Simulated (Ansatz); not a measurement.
System: Si (slab).

```
Si
1.0
     7.73541    0.00000    0.00000
    -3.86771    6.69906    0.00000
     0.00000    0.00000   30.44556
Si
24
Direct
  0.16709 0.33023 0.29087
  0.66314 0.33291 0.29087
  0.16977 0.83686 0.29087
  0.66667 0.83333 0.25444
  0.00000 0.50000 0.30996
  0.51355 0.52853 0.29579
  0.97147 0.98503 0.29579
  0.51497 0.98645 0.29579
  0.00000 0.50000 0.38866
  0.50713 0.51076 0.37457
  0.98924 0.99637 0.37457
  0.50363 0.99287 0.37457
  0.82898 0.67232 0.40888
  0.34333 0.67102 0.40888
  0.82768 0.15667 0.40888
  0.33333 0.16667 0.38884
  0.81013 0.65350 0.49265
  0.34337 0.68987 0.49265
  0.84650 0.15663 0.49265
  0.33333 0.16667 0.46444
  0.66667 0.83333 0.45424
  0.15213 0.84810 0.50271
  0.65190 0.30403 0.50271
  0.19597 0.34787 0.50271
```

Not relaxed (largest force 2.0 eV/Å).

These are results of Ansatz 0.2.0, DFT PBE, scalar-relativistic, plane waves, PAW, not measurements.

Q: What will maps of the valence pseudo-density and electron localisation function show?

A: Si–Si (2.32 Å): ρ at the midpoint is about 0.58 e/Å³; the ELF peaks at about 0.95 between the atoms.
Si–Si (2.32 Å): the density is about 0.58 e/Å³ at the midpoint; the ELF peaks at about 0.95 between the atoms.
Si–Si (2.40 Å): ρ is about 0.49 e/Å³ halfway; the ELF peaks at about 0.90 between the atoms.
Si–Si (2.41 Å): ρ at the midpoint is about 0.51 e/Å³; the ELF peaks at about 0.95 between the atoms.

Q: Does the calculation make it a metal, or give it a gap?

A: It is gapless in this calculation (a metal or semimetal).

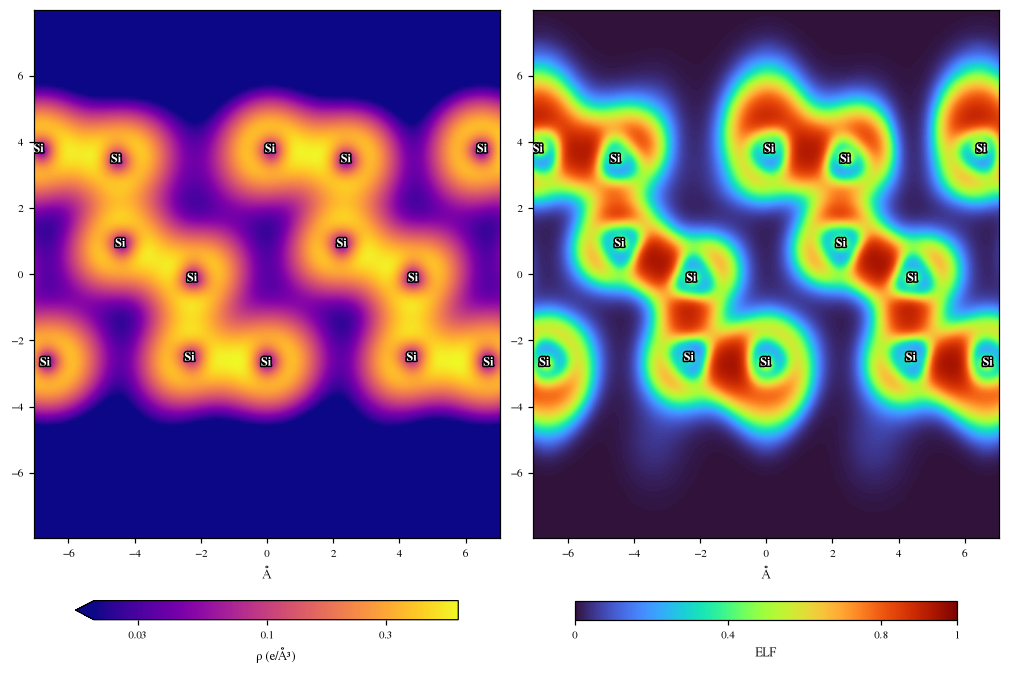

Computed valence pseudo-density and electron localisation function on the (110) plane of the calculation cell, a cut from vacuum to vacuum, in this order. 

Core electrons are frozen (PAW), and the valence fields are smoothed inside the atomic spheres.
